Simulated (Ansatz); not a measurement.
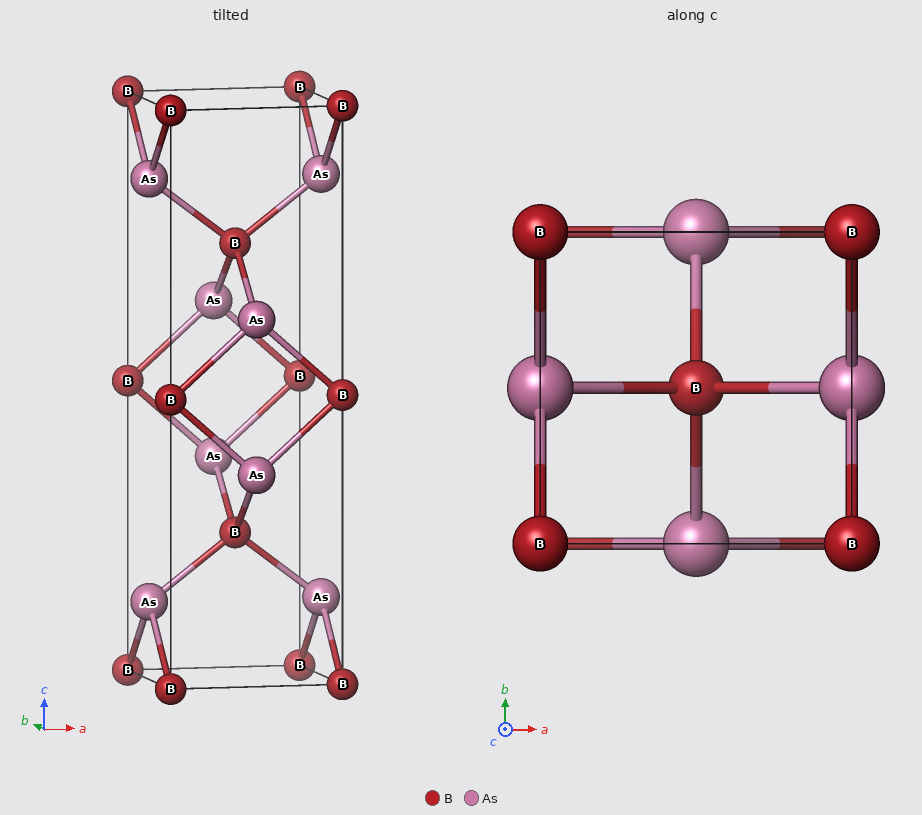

An orthographic ball-and-stick view of the structure, slightly off an axis and along the c axis. One conventional unit cell is outlined, and atoms on its boundary appear in each equivalent place. Cell: a = 3.28 Å, b = 3.28 Å, c = 10.78 Å, α = 90.00°, β = 90.00°, γ = 90.00°.

The initial geometry was a structure type filled with these elements by a generator (whether the compound takes this form wasn't checked). Earlier steps of the study may have refined or changed the cell and positions. It was the input of a calculation with Ansatz.

What is this?

Answer. The formula is BAs. Its lattice is primitive tetragonal, its space group P4_2/mmc (No. 131). Cell content 4 B, 4 As; Z = 4. The coordination shell of B holds four As at about 2.1 to 2.2 Å. Each As atom has four B in a distorted tetrahedral arrangement at about 2.1 to 2.2 Å around it. The bonds build a three-dimensional framework.

Run with Ansatz, DFT PBE, scalar-relativistic, plane waves, PAW and these settings: a kinetic-energy cutoff of 420 eV, the zone sampled with 12×12×4 points, Gaussian smearing of 0.1 eV, no spin polarisation.

What is the electronic character?

Answer. A metal: bands cross the Fermi level.

What does a Bader analysis give?

Answer. B -0.07 to +0.04 e; As +0.01 e.

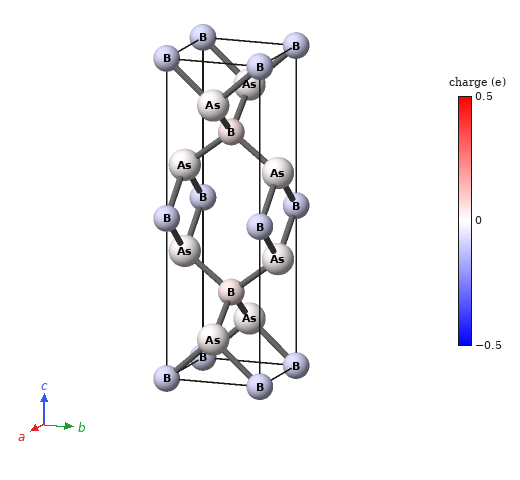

The atoms coloured by those charges. The run's cell of 8 atoms is drawn.

Do the forces and the stress vanish for this geometry?

Answer. Yes. The largest force is 0.01 eV/Å. The pressure is 0.0 GPa, close to zero.
